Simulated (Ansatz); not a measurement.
**Geometry relaxation, with input and output: Ti2O (part 2 of 2)**

Continued. System: Ti2O (P6₃/mmc, 6 atoms in the cell). Method: DFT PBEsol, scalar-relativistic, plane waves, PAW, no spin polarisation (Ansatz 0.2.0); cutoff 420 eV, 6×6×2 k-mesh, Gaussian smearing of 0.1 eV. The structure was made by swapping elements on the sites of another compound; it need not be a known phase. It belongs to a series of runs on one base structure; here: Hf -> Ti, S -> O on all its sites, cell and atoms relaxed.

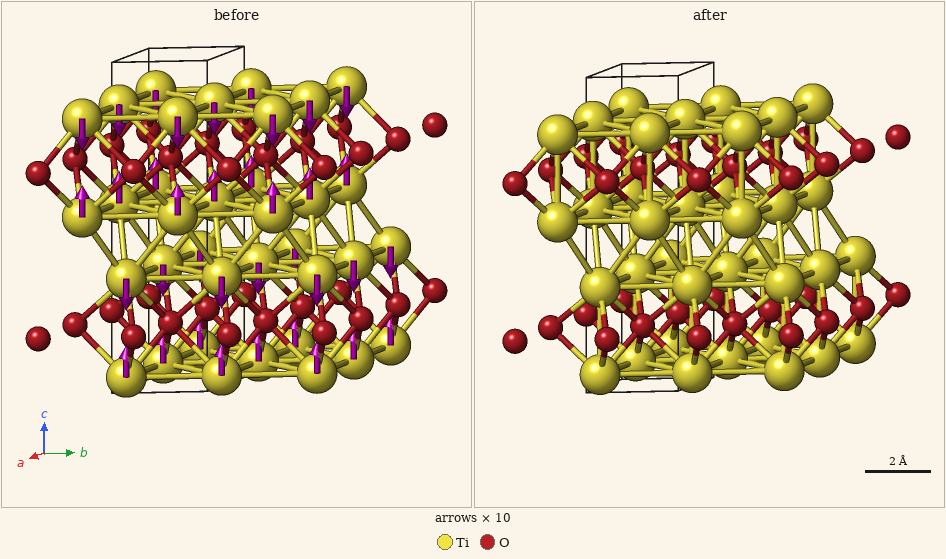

**Figure 1.** Before (left) and after (right) the relaxation, at one scale (ball-and-stick view of the cell of the calculation, repeated 3 × 3 × 1, seen slightly off an axis). The pink arrows give the displacements (without the part carried along by the change of the cell), magnified 10 times. The largest moves relative to the cell, 0.10 Å, are those of Ti1, Ti2, Ti3 and Ti4. O stays in place. The drawn cell changes as follows: a = b 2.993 → 2.890 Å (−3.4 %), c 10.433 → 9.940 Å (−4.7 %); the volume changes by −11.2 %. Distances before and after: Ti1–Ti3 3.101 → 2.752 Å, Ti1–O5 2.322 → 2.163 Å, Ti1–Ti1 2.993 → 2.890 Å, Ti1–Ti4 2.732 → 2.776 Å. Among the angles that change: Ti2–O6–Ti4 83.8° → 79.0°, Ti2–O6–Ti2 80.3° → 83.9°. The space group stays P6_3/mmc (No. 194). The energy falls by 180 meV per atom in 3 geometry steps. Largest force component: 2 eV/Å at the start, 0.012 eV/Å at the end. The pressure goes from −17.83 to −0.33 GPa. The line search rejected the trial step at point 2 (counted from 0) and went back. A last SCF at the same geometry on a re-selected plane-wave basis shifts the energy by +1.8 meV per atom. (Atoms are counted from 1 in the order of the input.)

```
basis re-selected at this cell: Δ(F+E_penalty+E_count) = +1.104e-2 eV, ΔP = -0.294 GPa vs the last step (what re-selecting the basis moved, of the pressure what is left beyond the Pulay correction that the steps carried, after the strain that the cell walked since its last selection, with what the two solves' SCF thresholds leave and, on support functions, any second-order correction that the steps lacked; it is no measure of the basis error at this ecutwfc). The dense FFT grid was sized anew with the basis: this SCF ran on 20×20×72 points, the steps before it on 24×24×72, so part of this shift can come from that change (see relax.cell in the input reference). This SCF's stress stands 3.59e-1 GPa from its target on what of the cell is left free (relax.cell.stress_tol is 5.00e-1 GPa) and its largest allowed force component is 1.25e-2 eV/Å (relax.f_tol is 5.00e-2 eV/Å): within both
SCF converged after 6 iterations
Free energy (F): -11022.977212 eV
Harris-Foulkes:  -11022.977212 eV  (|F-HF|=1.40e-10)
Internal energy: -11022.959045 eV  (E = F + TS)
E sigma→0 (E₀):  -11022.968128 eV
Entropy (-TS):   -0.018167 eV (-3.028 meV/atom)
Fermi energy:    15.258133 eV
--- Per-component energies (eV) ---
  E_band       = -509.112562
  E_kinetic    = 1446.240712
  E_local      = -3446.320491  (includes V_loc(G=0)·N_el)
  E_nonlocal   = 131.770612
  E_hartree    = 1395.044654
  E_xc         = -536.728353
  E_vxc        = -678.805550  (∫ρ·V_xc dr)
  E_paw        = -4394.085664  (= ΣΔE_a)
  E_vpaw       = -752.092781  (= ΣTr[D̂ρ^β])
  E_aug_tail   = 0.005300  (compensation charges beyond the density's cutoff)
  E_ewald      = -5619.513928
  E_core_change = 0.628113  (= ΣΔE_core)
  E_smearing   = -0.018167  (= −TS)
  E_closure    = 0.000000  (closes the sum)
  Σ components = -11022.977212   (vs F -11022.977212, Δ=0.00e0)
--- Forces (eV/Å), atoms counted from 1 ---
  atom   1  Ti     0.00000000    -0.00000000     0.01248252
  atom   2  Ti     0.00000000     0.00000000     0.01248252
  atom   3  Ti     0.00000000    -0.00000000    -0.01248252
  atom   4  Ti     0.00000000     0.00000000    -0.01248252
  atom   5  O     -0.00000000     0.00000000     0.00000000
  atom   6  O      0.00000000    -0.00000000    -0.00000000
  max |Σ_I F_I| component: 7.17e-17 eV/Å
--- Stress (GPa, compression-positive) ---
       -0.314015      -0.000000       0.000000
        0.000000      -0.314015       0.000000
        0.000000       0.000000      -0.358543
  P = ⅓ Tr σ = -0.3289 GPa (-3.289 kbar)
--- Band table (eV; the first three rows and the last of 14) ---
  k-point 0: bands = ["-41.5819", "-41.5349", "-41.4801", "-41.4320", "-18.4328", "-18.0191", "-17.9819", "-17.6157", "-17.6157", "-17.5807", "-17.5807", "-17.5438", "-17.5438", "-17.5434", "-17.5082", "-17.5082", "-5.3969", "-5.3390", "7.4459", "7.9439", "10.0060", "10.0060", "10.0777", "10.0777", "11.4003", "12.7854", "13.3745", "14.7570", "15.1630", "15.7857", "15.7857", "15.9151", "15.9151", "15.9664", "15.9664", "16.7439"]
  k-point 1: bands = ["-41.5637", "-41.5637", "-41.4508", "-41.4508", "-18.3088", "-18.3088", "-17.6799", "-17.6799", "-17.6023", "-17.6023", "-17.6023", "-17.6023", "-17.5219", "-17.5219", "-17.5219", "-17.5219", "-5.3680", "-5.3680", "7.6707", "7.6707", "10.0415", "10.0415", "10.0415", "10.0415", "12.0293", "12.0293", "13.9007", "13.9007", "15.7337", "15.7337", "15.7337", "15.7337", "16.1857", "16.1857", "16.5191", "16.5191"]
  k-point 2: bands = ["-41.5522", "-41.5061", "-41.4623", "-41.4153", "-18.3656", "-18.0168", "-17.9837", "-17.7536", "-17.7359", "-17.6959", "-17.6579", "-17.6423", "-17.6207", "-17.5705", "-17.5327", "-17.5192", "-5.2466", "-5.2168", "7.8618", "8.1951", "9.0533", "9.2453", "9.8834", "9.9572", "12.2104", "13.0536", "13.2380", "14.4305", "14.9824", "15.2647", "15.3457", "16.0807", "16.2602", "16.3774", "16.4667", "16.6294"]
  k-point 13: bands = ["-41.4231", "-41.4231", "-41.3805", "-41.3805", "-18.1188", "-18.1188", "-18.0936", "-18.0936", "-18.0428", "-18.0428", "-17.9055", "-17.9055", "-17.8169", "-17.8169", "-17.6240", "-17.6240", "-4.7617", "-4.7617", "7.6733", "7.6733", "8.5835", "8.5835", "8.6711", "8.6711", "13.6444", "13.6444", "14.3358", "14.3358", "14.4230", "14.4230", "16.1777", "16.1777", "17.0191", "17.0191", "17.3042", "17.3042"]
--- Relaxed structure (4 steps of the walk, 3 accepted, 1 SCFs on fresh bases) ---
  F+E_penalty+E_count = -11022.97721178 eV   max|allowed force component| = 1.248e-2 eV/Å   (the final SCF, on the basis selected at the relaxed cell)
  cell:  # Å, volume = 71.9051 Å³
    - [2.890133252718074, -2.8235111787861815e-33, 0.0]
    - [-1.445066626359037, 2.502928817176003, -6.1551572922982675e-34]
    - [0.0, -2.4772507078884876e-33, 9.940157475374066]
  atoms:
    - { symbol: Ti, position: [0.6666666666666665, 0.33333333333333326, 0.8884173597160503] }
    - { symbol: Ti, position: [0.33333333333333326, 0.6666666666666665, 0.38841735971605057] }
    - { symbol: Ti, position: [0.6666666666666665, 0.33333333333333326, 0.6115826402839493] }
    - { symbol: Ti, position: [0.33333333333333326, 0.6666666666666665, 0.11158264028394935] }
    - { symbol: O, position: [7.314187271109839e-33, 3.475477973214412e-33, 0.7499999999999999] }
    - { symbol: O, position: [-5.563557751415543e-33, -3.0627133683195886e-33, 0.24999999999999994] }
```

**Trajectory as extended XYZ (Å, eV, eV/Å), 5 frames, from step=1 to step=5**
```
6
Lattice="2.9932 0.0000 0.0000 -1.4966 2.5922 0.0000 0.0000 0.0000 10.4327" Properties=species:S:1:pos:R:3:forces:R:3 step=1 energy=-11021.90808 pressure_GPa=-17.83
Ti    1.4966    0.8641    9.3750    0.0000   0.0000  -2.0226
Ti    0.0000    1.7281    4.1587    0.0000   0.0000  -2.0226
Ti    1.4966    0.8641    6.2740    0.0000   0.0000   2.0226
Ti    0.0000    1.7281    1.0577    0.0000   0.0000   2.0226
O     0.0000    0.0000    7.8245    0.0000   0.0000   0.0000
O     0.0000    0.0000    2.6082    0.0000   0.0000   0.0000
6
Lattice="2.8872 0.0000 0.0000 -1.4436 2.5004 0.0000 0.0000 0.0000 9.9288" Properties=species:S:1:pos:R:3:forces:R:3 step=2 energy=-11022.98467 pressure_GPa=0.40
Ti    1.4436    0.8335    8.8304    0.0000   0.0000  -0.2220
Ti    0.0000    1.6669    3.8660    0.0000   0.0000  -0.2220
Ti    1.4436    0.8335    6.0628    0.0000   0.0000   0.2220
Ti    0.0000    1.6669    1.0984    0.0000   0.0000   0.2220
O     0.0000    0.0000    7.4466    0.0000   0.0000   0.0000
O     0.0000    0.0000    2.4822    0.0000   0.0000   0.0000
6
Lattice="2.8938 0.0000 0.0000 -1.4469 2.5061 0.0000 0.0000 0.0000 9.9769" Properties=species:S:1:pos:R:3:forces:R:3 step=3 energy=-11022.98068 pressure_GPa=-1.04 accepted=F
Ti    1.4469    0.8354    8.8535    0.0000   0.0000   0.2090
Ti    0.0000    1.6707    3.8651    0.0000   0.0000   0.2090
Ti    1.4469    0.8354    6.1118    0.0000   0.0000  -0.2090
Ti    0.0000    1.6707    1.1233    0.0000   0.0000  -0.2090
O     0.0000    0.0000    7.4827    0.0000   0.0000   0.0000
O     0.0000    0.0000    2.4942    0.0000   0.0000   0.0000
6
Lattice="2.8901 0.0000 0.0000 -1.4451 2.5029 0.0000 0.0000 0.0000 9.9402" Properties=species:S:1:pos:R:3:forces:R:3 step=4 energy=-11022.98825 pressure_GPa=-0.03
Ti    1.4451    0.8343    8.8310    0.0000   0.0000   0.0134
Ti    0.0000    1.6686    3.8609    0.0000   0.0000   0.0134
Ti    1.4451    0.8343    6.0792    0.0000   0.0000  -0.0134
Ti    0.0000    1.6686    1.1091    0.0000   0.0000  -0.0134
O     0.0000    0.0000    7.4551    0.0000   0.0000   0.0000
O     0.0000    0.0000    2.4850    0.0000   0.0000   0.0000
6
Lattice="2.8901 0.0000 0.0000 -1.4451 2.5029 0.0000 0.0000 0.0000 9.9402" Properties=species:S:1:pos:R:3:forces:R:3 step=5 energy=-11022.97721 pressure_GPa=-0.33
Ti    1.4451    0.8343    8.8310    0.0000   0.0000   0.0125
Ti    0.0000    1.6686    3.8609    0.0000   0.0000   0.0125
Ti    1.4451    0.8343    6.0792    0.0000   0.0000  -0.0125
Ti    0.0000    1.6686    1.1091    0.0000   0.0000  -0.0125
O     0.0000    0.0000    7.4551    0.0000   0.0000   0.0000
O     0.0000    0.0000    2.4850    0.0000   0.0000   0.0000
```

This output came from the following input.

**Input**
```yaml
crystal:
  lattice:
    - [2.993194234, 0.0, 0.0]
    - [-1.496597117, 2.5921822451, 0.0]
    - [0.0, 0.0, 10.4326908261]
  atoms:
    - { symbol: Ti, position: [0.6666666667, 0.3333333333, 0.8986176343] }
    - { symbol: Ti, position: [0.3333333333, 0.6666666667, 0.3986176343] }
    - { symbol: Ti, position: [0.6666666667, 0.3333333333, 0.6013823657] }
    - { symbol: Ti, position: [0.3333333333, 0.6666666667, 0.1013823657] }
    - { symbol: O, position: [0.0, 0.0, 0.75] }
    - { symbol: O, position: [0.0, 0.0, 0.25] }
basis:
  ecutwfc: 420
kpoints:
  mp_grid: { grid: [6, 6, 2] }
hamiltonian:
  xc: pbesol
scf:
  occupations: { method: gaussian, width: 0.1 }
output:
  forces: true
  stress: true
  eigenvalues: true
relax:
  adjacent_minimum: "off"
  f_tol: 0.05
  max_steps: 60
  cell: { stress_tol: 0.5 }
```

Run as:
```bash
ansatz run input.yaml --threads 1 --pin off --max-ram 2560MiB --backend cpu --events-out ev --progress --plain --runs-dir out
```

**Summary**

- outcome: converged
- space group (tolerance 0.01 Å): P6₃/mmc (194)
- electrons treated: 60
- free energy: −11022.9772 eV
- Fermi energy: 15.258 eV
- gap on the k-point mesh: none (metallic)
- pressure: −0.33 GPa
- final volume: 71.91 Å³
- largest force (length of the vector) at the end: 0.012 eV/Å
- final cell: a = 2.890 Å, b = 2.890 Å, c = 9.940 Å, α = 90.00°, β = 90.00°, γ = 120.00°
- hardware: 1 thread of Intel Xeon @ 2.50GHz (Skylake/Cascade Lake), 192 GiB of memory available, shared host
- wall time: 21 s
- peak memory: 0.43 GiB
